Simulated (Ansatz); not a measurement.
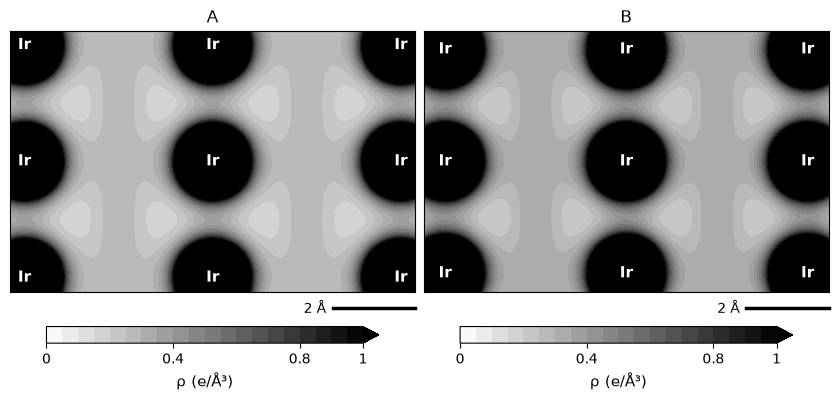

Ir. The valence electron density of two cells that differ in size, on the (100) plane of each (indices in the axes of the calculation cell), at one length scale and on one colour scale; one has 15.1 and the other 16.9 Å³ an atom.

These are results of DFT, revPBE, plane waves (420 eV) with PAW, scalar-relativistic in Ansatz, not measurements.

The density is the valence pseudo-density of a PAW calculation; it isn't the true density close to the nuclei.

The larger cell:

```cif
data_structure
_symmetry_space_group_name_H-M 'P 1'
_symmetry_Int_Tables_number 1
_cell_length_a 4.5610
_cell_length_b 4.5610
_cell_length_c 2.8178
_cell_angle_alpha 90.000
_cell_angle_beta 90.000
_cell_angle_gamma 120.000
_cell_volume 50.76
loop_
_atom_site_label
_atom_site_type_symbol
_atom_site_fract_x
_atom_site_fract_y
_atom_site_fract_z
_atom_site_occupancy
Ir1 Ir 0.00000 0.00000 0.00000 1
Ir2 Ir 0.33333 0.66667 0.50000 1
Ir3 Ir 0.66667 0.33333 0.50000 1
```

The smaller cell: a = 4.392 Å, b = 4.392 Å, c = 2.713 Å, α = 90.00°, β = 90.00°, γ = 120.00°.

Which panel shows the smaller cell, and what does the compression change?

Answer. Panel B is the smaller cell, by 11 % in volume. From the larger cell to the smaller, Ir–Ir goes from 2.82 to 2.71 Å, and the density at its midpoint from 0.36 to 0.43 e/Å³; the pressure goes from −26 to 0.0 GPa.
